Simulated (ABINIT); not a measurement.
# Run report: SrO, geometry relaxation (part 2 of 2)

SrO (2 atoms in the cell); Kohn-Sham DFT of a periodic cell, PBEsol, PseudoDojo NC SR PBEsol v0.4.1 standard, no spin polarisation (ABINIT 10.8.3); cutoff 1142.88 eV, 7×7×7 k-mesh, fermi-dirac of 0.05 eV. The structure derives from an entry of the Crystallography Open Database.

Geometry of the input (Å; fractional positions):
```
0.0000  2.5663  2.5663
2.5663  0.0000  2.5663
2.5663  2.5663  0.0000
Sr 0.5000  0.5000  0.5000
O  0.0000  0.0000  0.0000
```

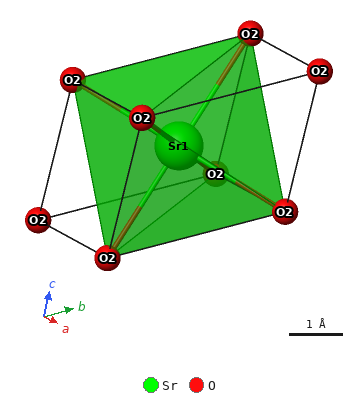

The geometry at step 2 of the log (polyhedral view of the cell of the calculation, seen slightly off an axis; polyhedra are completed across the faces of the cell; atoms are numbered from 1 in the order of the input).

What the program printed, continued
```
 Cartesian coordinates (xcart) [bohr]
  4.84599432435738E+00  4.84599432435738E+00  4.84599432435738E+00
  0.00000000000000E+00  0.00000000000000E+00  0.00000000000000E+00
 Reduced coordinates (xred)
  5.00000000000000E-01  5.00000000000000E-01  5.00000000000000E-01
  0.00000000000000E+00  0.00000000000000E+00  0.00000000000000E+00
 Cartesian forces (fcart) [Ha/bohr]; max,rms= 0.00000E+00 0.00000E+00 (free atoms)
 -0.00000000000000E+00 -0.00000000000000E+00 -0.00000000000000E+00
 -0.00000000000000E+00 -0.00000000000000E+00 -0.00000000000000E+00
 Gradient of E wrt nuclear positions in reduced coordinates (gred)
  0.00000000000000E+00  0.00000000000000E+00  0.00000000000000E+00
  0.00000000000000E+00  0.00000000000000E+00  0.00000000000000E+00
 Scale of Primitive Cell (acell) [bohr]
  6.85327089668925E+00  6.85327089668925E+00  6.85327089668925E+00
 Real space primitive translations (rprimd) [bohr]
  0.00000000000000E+00  4.84599432435738E+00  4.84599432435738E+00
  4.84599432435738E+00  0.00000000000000E+00  4.84599432435738E+00
  4.84599432435738E+00  4.84599432435738E+00  0.00000000000000E+00
 Unitary Cell Volume (ucvol) [Bohr^3]=  2.27603375761860E+02
 Angles (23,13,12)= [degrees]
  6.00000000000000E+01  6.00000000000000E+01  6.00000000000000E+01
 Lengths [Bohr]
  6.85327089668925E+00  6.85327089668925E+00  6.85327089668925E+00
 Stress tensor in cartesian coordinates (strten) [Ha/bohr^3]
  1.78795764657833E-05  0.00000000000000E+00  0.00000000000000E+00
  0.00000000000000E+00  1.78795764657859E-05  0.00000000000000E+00
  0.00000000000000E+00  0.00000000000000E+00  1.78795764657833E-05
 Total energy (etotal) [Ha]= -5.08098099067258E+01

 Difference of energy with previous step (new-old):
           Absolute (Ha)=-1.08682E-05
           Relative     =-2.13899E-07

--- Iteration: ( 3/50) Internal Cycle: (1/1)
--------------------------------------------------------------------------------

---SELF-CONSISTENT-FIELD CONVERGENCE--------------------------------------------

--- !BeginCycle
iteration_state: {dtset: 1, itime: 3, icycle: 1, }
solver: {iscf: 7, nstep: 80, nline: 4, wfoptalg: 0, }
tolerances: {tolvrs: 1.00E-12, }
...

     iter   Etot(hartree)      deltaE(h)  residm     vres2
 ETOT  1  -50.809286733420    -5.081E+01 4.701E-06 3.480E+00
 ETOT  2  -50.808335643422     9.511E-04 2.441E-06 9.570E+00
 ETOT  3  -50.809819910512    -1.484E-03 3.026E-05 1.577E-02
 ETOT  4  -50.809821412415    -1.502E-06 3.144E-06 4.444E-04
 ETOT  5  -50.809821424847    -1.243E-08 1.071E-06 8.809E-06
 ETOT  6  -50.809821425923    -1.076E-09 3.257E-06 3.580E-08
 ETOT  7  -50.809821425928    -4.967E-12 1.005E-06 1.677E-09
 ETOT  8  -50.809821425926     1.634E-12 3.035E-06 1.023E-11
 ETOT  9  -50.809821425928    -1.464E-12 9.623E-07 8.382E-15

 At SCF step    9       vres2   =  8.38E-15 < tolvrs=  1.00E-12 =>converged.

 Cartesian components of stress tensor (hartree/bohr^3)
  sigma(1 1)= -2.28699442E-07  sigma(3 2)=  0.00000000E+00
  sigma(2 2)= -2.28699442E-07  sigma(3 1)=  0.00000000E+00
  sigma(3 3)= -2.28699442E-07  sigma(2 1)=  0.00000000E+00

--- !ResultsGS
iteration_state: {dtset: 1, itime: 3, icycle: 1, }
comment   : Summary of ground state results
lattice_vectors:
- [  0.0000000,   4.8367579,   4.8367579, ]
- [  4.8367579,   0.0000000,   4.8367579, ]
- [  4.8367579,   4.8367579,   0.0000000, ]
lattice_lengths: [   6.84021,    6.84021,    6.84021, ]
lattice_angles: [ 60.000,  60.000,  60.000, ] # degrees, (23, 13, 12)
lattice_volume:   2.2630442E+02
convergence: {deltae: -1.464E-12, res2:  8.382E-15, residm:  9.623E-07, diffor: null, }
etotal    :  -5.08098214E+01
entropy   :   0.00000000E+00
fermie    :   2.72226978E-01
cartesian_stress_tensor: # hartree/bohr^3
- [ -2.28699442E-07,   0.00000000E+00,   0.00000000E+00, ]
- [  0.00000000E+00,  -2.28699442E-07,   0.00000000E+00, ]
- [  0.00000000E+00,   0.00000000E+00,  -2.28699442E-07, ]
pressure_GPa:   6.7286E-03
xred      :
- [  5.0000E-01,   5.0000E-01,   5.0000E-01, Sr]
- [  0.0000E+00,   0.0000E+00,   0.0000E+00,  O]
cartesian_forces: # hartree/bohr
- [ -0.00000000E+00,  -0.00000000E+00,  -0.00000000E+00, ]
- [ -0.00000000E+00,  -0.00000000E+00,  -0.00000000E+00, ]
force_length_stats: {min:   0.00000000E+00, max:   0.00000000E+00, mean:   0.00000000E+00, }
...

 Integrated electronic density in atomic spheres:
 ------------------------------------------------
 Atom  Sphere_radius  Integrated_density
    1        2.00000          6.77492961
    2        2.00000          6.10596885

---OUTPUT-----------------------------------------------------------------------

 Cartesian coordinates (xcart) [bohr]
  4.83675785778714E+00  4.83675785778714E+00  4.83675785778714E+00
  0.00000000000000E+00  0.00000000000000E+00  0.00000000000000E+00
 Reduced coordinates (xred)
  5.00000000000000E-01  5.00000000000000E-01  5.00000000000000E-01
  0.00000000000000E+00  0.00000000000000E+00  0.00000000000000E+00
 Cartesian forces (fcart) [Ha/bohr]; max,rms= 0.00000E+00 0.00000E+00 (free atoms)
 -0.00000000000000E+00 -0.00000000000000E+00 -0.00000000000000E+00
 -0.00000000000000E+00 -0.00000000000000E+00 -0.00000000000000E+00
 Gradient of E wrt nuclear positions in reduced coordinates (gred)
  0.00000000000000E+00  0.00000000000000E+00  0.00000000000000E+00
  0.00000000000000E+00  0.00000000000000E+00  0.00000000000000E+00
 Scale of Primitive Cell (acell) [bohr]
  6.84020856039722E+00  6.84020856039722E+00  6.84020856039722E+00
 Real space primitive translations (rprimd) [bohr]
  0.00000000000000E+00  4.83675785778714E+00  4.83675785778714E+00
  4.83675785778714E+00  0.00000000000000E+00  4.83675785778714E+00
  4.83675785778714E+00  4.83675785778714E+00  0.00000000000000E+00
 Unitary Cell Volume (ucvol) [Bohr^3]=  2.26304418425669E+02
 Angles (23,13,12)= [degrees]
  6.00000000000000E+01  6.00000000000000E+01  6.00000000000000E+01
 Lengths [Bohr]
  6.84020856039722E+00  6.84020856039722E+00  6.84020856039722E+00
 Stress tensor in cartesian coordinates (strten) [Ha/bohr^3]
 -2.28699441547769E-07  0.00000000000000E+00  0.00000000000000E+00
  0.00000000000000E+00 -2.28699441545167E-07  0.00000000000000E+00
  0.00000000000000E+00  0.00000000000000E+00 -2.28699441545167E-07
 Total energy (etotal) [Ha]= -5.08098214259277E+01

 Difference of energy with previous step (new-old):
           Absolute (Ha)=-1.15192E-05
           Relative     =-2.26712E-07

--- Iteration: ( 4/50) Internal Cycle: (1/1)
--------------------------------------------------------------------------------

---SELF-CONSISTENT-FIELD CONVERGENCE--------------------------------------------

--- !BeginCycle
iteration_state: {dtset: 1, itime: 4, icycle: 1, }
solver: {iscf: 7, nstep: 80, nline: 4, wfoptalg: 0, }
tolerances: {tolvrs: 1.00E-12, }
...

     iter   Etot(hartree)      deltaE(h)  residm     vres2
 ETOT  1  -50.809821342041    -5.081E+01 9.211E-07 5.591E-04
 ETOT  2  -50.809821191642     1.504E-07 9.622E-07 1.524E-03
 ETOT  3  -50.809821427833    -2.362E-07 2.934E-06 2.044E-06
 ETOT  4  -50.809821428009    -1.757E-10 9.629E-07 6.356E-08
 ETOT  5  -50.809821428011    -2.061E-12 2.953E-06 7.367E-10
 ETOT  6  -50.809821428011    -7.816E-13 9.772E-07 9.363E-12
 ETOT  7  -50.809821428013    -1.279E-12 2.994E-06 2.153E-14

 At SCF step    7       vres2   =  2.15E-14 < tolvrs=  1.00E-12 =>converged.

 Cartesian components of stress tensor (hartree/bohr^3)
  sigma(1 1)=  1.82483891E-09  sigma(3 2)=  0.00000000E+00
  sigma(2 2)=  1.82483891E-09  sigma(3 1)=  0.00000000E+00
  sigma(3 3)=  1.82483892E-09  sigma(2 1)=  0.00000000E+00

--- !ResultsGS
iteration_state: {dtset: 1, itime: 4, icycle: 1, }
comment   : Summary of ground state results
lattice_vectors:
- [  0.0000000,   4.8368739,   4.8368739, ]
- [  4.8368739,   0.0000000,   4.8368739, ]
- [  4.8368739,   4.8368739,   0.0000000, ]
lattice_lengths: [   6.84037,    6.84037,    6.84037, ]
lattice_angles: [ 60.000,  60.000,  60.000, ] # degrees, (23, 13, 12)
lattice_volume:   2.2632070E+02
convergence: {deltae: -1.279E-12, res2:  2.153E-14, residm:  2.994E-06, diffor: null, }
etotal    :  -5.08098214E+01
entropy   :   0.00000000E+00
fermie    :   2.72157164E-01
cartesian_stress_tensor: # hartree/bohr^3
- [  1.82483891E-09,   0.00000000E+00,   0.00000000E+00, ]
- [  0.00000000E+00,   1.82483891E-09,   0.00000000E+00, ]
- [  0.00000000E+00,   0.00000000E+00,   1.82483892E-09, ]
pressure_GPa:  -5.3689E-05
xred      :
- [  5.0000E-01,   5.0000E-01,   5.0000E-01, Sr]
- [  0.0000E+00,   0.0000E+00,   0.0000E+00,  O]
cartesian_forces: # hartree/bohr
- [ -0.00000000E+00,  -0.00000000E+00,  -0.00000000E+00, ]
- [ -0.00000000E+00,  -0.00000000E+00,  -0.00000000E+00, ]
force_length_stats: {min:   0.00000000E+00, max:   0.00000000E+00, mean:   0.00000000E+00, }
...

 Integrated electronic density in atomic spheres:
 ------------------------------------------------
 Atom  Sphere_radius  Integrated_density
    1        2.00000          6.77506280
    2        2.00000          6.10602096

---OUTPUT-----------------------------------------------------------------------

 Cartesian coordinates (xcart) [bohr]
  4.83687385284940E+00  4.83687385284940E+00  4.83687385284940E+00
  0.00000000000000E+00  0.00000000000000E+00  0.00000000000000E+00
 Reduced coordinates (xred)
  5.00000000000000E-01  5.00000000000000E-01  5.00000000000000E-01
  0.00000000000000E+00  0.00000000000000E+00  0.00000000000000E+00
 Cartesian forces (fcart) [Ha/bohr]; max,rms= 0.00000E+00 0.00000E+00 (free atoms)
 -0.00000000000000E+00 -0.00000000000000E+00 -0.00000000000000E+00
 -0.00000000000000E+00 -0.00000000000000E+00 -0.00000000000000E+00
 Gradient of E wrt nuclear positions in reduced coordinates (gred)
  0.00000000000000E+00  0.00000000000000E+00  0.00000000000000E+00
  0.00000000000000E+00  0.00000000000000E+00  0.00000000000000E+00
 Scale of Primitive Cell (acell) [bohr]
  6.84037260218742E+00  6.84037260218742E+00  6.84037260218742E+00
 Real space primitive translations (rprimd) [bohr]
  0.00000000000000E+00  4.83687385284940E+00  4.83687385284940E+00
  4.83687385284940E+00  0.00000000000000E+00  4.83687385284940E+00
  4.83687385284940E+00  4.83687385284940E+00  0.00000000000000E+00
 Unitary Cell Volume (ucvol) [Bohr^3]=  2.26320700504747E+02
 Angles (23,13,12)= [degrees]
  6.00000000000000E+01  6.00000000000000E+01  6.00000000000000E+01
 Lengths [Bohr]
  6.84037260218742E+00  6.84037260218742E+00  6.84037260218742E+00
 Stress tensor in cartesian coordinates (strten) [Ha/bohr^3]
  1.82483891365826E-09  0.00000000000000E+00  0.00000000000000E+00
  0.00000000000000E+00  1.82483891452562E-09  0.00000000000000E+00
  0.00000000000000E+00  0.00000000000000E+00  1.82483891626034E-09
 Total energy (etotal) [Ha]= -5.08098214280128E+01

 Difference of energy with previous step (new-old):
           Absolute (Ha)=-2.08509E-09
           Relative     =-4.10372E-11

 At Broyd/MD step   4, gradients are converged :
  max grad (force/stress) = 1.8248E-07 < tolmxf= 2.0000E-05 ha/bohr (free atoms)

================================================================================

 ----iterations are completed or convergence reached----

 Mean square residual over all n,k,spin=   12.473E-09; max=  29.935E-07
 reduced coordinates (array xred) for    2 atoms
       0.500000000000      0.500000000000      0.500000000000
       0.000000000000      0.000000000000      0.000000000000
 rms dE/dt=  0.0000E+00; max dE/dt=  0.0000E+00; dE/dt below (all hartree)
    1       0.000000000000      0.000000000000      0.000000000000
    2       0.000000000000      0.000000000000      0.000000000000

 cartesian coordinates (angstrom) at end:
    1      2.55956341320405     2.55956341320405     2.55956341320405
    2      0.00000000000000     0.00000000000000     0.00000000000000

 cartesian forces (hartree/bohr) at end:
    1     -0.00000000000000    -0.00000000000000    -0.00000000000000
    2     -0.00000000000000    -0.00000000000000    -0.00000000000000
 frms,max,avg= 0.0000000E+00 0.0000000E+00   0.000E+00  0.000E+00  0.000E+00 h/b

 cartesian forces (eV/Angstrom) at end:
    1     -0.00000000000000    -0.00000000000000    -0.00000000000000
    2     -0.00000000000000    -0.00000000000000    -0.00000000000000
 frms,max,avg= 0.0000000E+00 0.0000000E+00   0.000E+00  0.000E+00  0.000E+00 e/A
 length scales=  6.840372602187  6.840372602187  6.840372602187 bohr
              =  3.619769292707  3.619769292707  3.619769292707 angstroms
 Fermi (or HOMO) energy (hartree) =   0.27216   Average Vxc (hartree)=  -0.38902
 Eigenvalues (hartree) for nkpt=  20  k points:
 kpt#   1, nband= 12, wtk=  0.00292, kpt=  0.0000  0.0000  0.0000 (reduced coord)
  -0.96913   -0.33766   -0.29419   -0.29419   -0.29419    0.21166    0.21166    0.21166
   0.35704    0.44128    0.44128    0.44128
      occupation numbers for kpt#   1
   2.00000    2.00000    2.00000    2.00000    2.00000    2.00000    2.00000    2.00000
   0.00000    0.00000    0.00000    0.00000
 prteigrs : prtvol=0 or 1, do not print more k-points.

--- !EnergyTerms
iteration_state     : {dtset: 1, itime: 4, icycle: 1, }
comment             : Components of total free energy in Hartree
kinetic             :  2.02505819428332E+01
hartree             :  8.18994854587165E+00
xc                  : -1.25173918287052E+01
Ewald energy        : -3.89874333717019E+01
psp_core            :  1.32156637107338E+00
local_psp           : -3.16624185374707E+01
non_local_psp       :  2.59532545008686E+00
internal            : -5.08098214280128E+01
'-kT*entropy'       :  1.25327081198538E-15
total_energy        : -5.08098214280128E+01
total_energy_eV     : -1.38260567596698E+03
band_energy         : -3.35450231267165E+00
...

 Cartesian components of stress tensor (hartree/bohr^3)
  sigma(1 1)=  1.82483891E-09  sigma(3 2)=  0.00000000E+00
  sigma(2 2)=  1.82483891E-09  sigma(3 1)=  0.00000000E+00
  sigma(3 3)=  1.82483892E-09  sigma(2 1)=  0.00000000E+00

-Cartesian components of stress tensor (GPa)         [Pressure= -5.3689E-05 GPa]
- sigma(1 1)=  5.36886144E-05  sigma(3 2)=  0.00000000E+00
- sigma(2 2)=  5.36886145E-05  sigma(3 1)=  0.00000000E+00
- sigma(3 3)=  5.36886145E-05  sigma(2 1)=  0.00000000E+00

== END DATASET(S) ==============================================================
================================================================================

 -outvars: echo values of variables after computation  --------
            acell      6.8403726022E+00  6.8403726022E+00  6.8403726022E+00 Bohr
           etotal     -5.0809821428E+01
            fcart     -0.0000000000E+00 -0.0000000000E+00 -0.0000000000E+00
                      -0.0000000000E+00 -0.0000000000E+00 -0.0000000000E+00
            rprim      0.0000000000E+00  7.0710678119E-01  7.0710678119E-01
                       7.0710678119E-01  0.0000000000E+00  7.0710678119E-01
                       7.0710678119E-01  7.0710678119E-01  0.0000000000E+00
           strten      1.8248389137E-09  1.8248389145E-09  1.8248389163E-09
                       0.0000000000E+00  0.0000000000E+00  0.0000000000E+00
           xangst      2.5595634132E+00  2.5595634132E+00  2.5595634132E+00
                       0.0000000000E+00  0.0000000000E+00  0.0000000000E+00
             xred      5.0000000000E-01  5.0000000000E-01  5.0000000000E-01
                       0.0000000000E+00  0.0000000000E+00  0.0000000000E+00
 Calculation completed.
```

Trajectory as extended XYZ (Å, eV, eV/Å), 4 frames, from step=0 to step=3
```
2
Lattice="0.0000 2.5663 2.5663 2.5663 0.0000 2.5663 2.5663 2.5663 0.0000" Properties=species:S:1:pos:R:3:forces:R:3 step=0 energy=-1382.60507
Sr    2.5663    2.5663    2.5663    0.0000   0.0000   0.0000
O     0.0000    0.0000    0.0000    0.0000   0.0000   0.0000
2
Lattice="0.0000 2.5644 2.5644 2.5644 0.0000 2.5644 2.5644 2.5644 0.0000" Properties=species:S:1:pos:R:3:forces:R:3 step=1 energy=-1382.60536
Sr    2.5644    2.5644    2.5644    0.0000   0.0000   0.0000
O     0.0000    0.0000    0.0000    0.0000   0.0000   0.0000
2
Lattice="0.0000 2.5595 2.5595 2.5595 0.0000 2.5595 2.5595 2.5595 0.0000" Properties=species:S:1:pos:R:3:forces:R:3 step=2 energy=-1382.60568
Sr    2.5595    2.5595    2.5595    0.0000   0.0000   0.0000
O     0.0000    0.0000    0.0000    0.0000   0.0000   0.0000
2
Lattice="0.0000 2.5596 2.5596 2.5596 0.0000 2.5596 2.5596 2.5596 0.0000" Properties=species:S:1:pos:R:3:forces:R:3 step=3 energy=-1382.60568
Sr    2.5596    2.5596    2.5596    0.0000   0.0000   0.0000
O     0.0000    0.0000    0.0000    0.0000   0.0000   0.0000
```

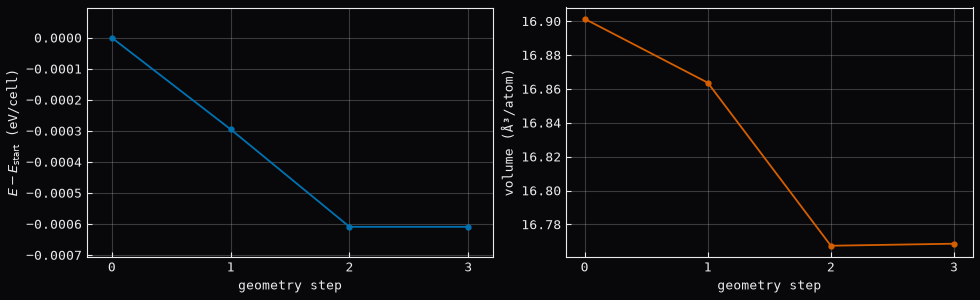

Progress of the relaxation, step by step (steps are counted from 0). No atom moves by more than 0.005 Å relative to the cell. The energy falls by 0.6 meV per cell of the calculation in 3 geometry steps. All forces vanish by symmetry, so only the cell relaxes.

Summary

| quantity | value |
| --- | --- |
| outcome | converged |
| space group (tolerance 0.01 Å) | Fm-3m (225) |
| electrons treated | 16 |
| free energy | −1382.6057 eV |
| Fermi energy | 7.406 eV |
| gap on the k-point mesh | 3.30 eV |
| pressure | 0.00 GPa |
| final volume | 33.54 Å³ |
| largest force (length of the vector) at the end | under 0.001 eV/Å |
| final cell | a = 3.620 Å, b = 3.620 Å, c = 3.620 Å, α = 60.00°, β = 60.00°, γ = 60.00° |
| wall time | 2.8 min |
| peak memory | 0.1 GiB |
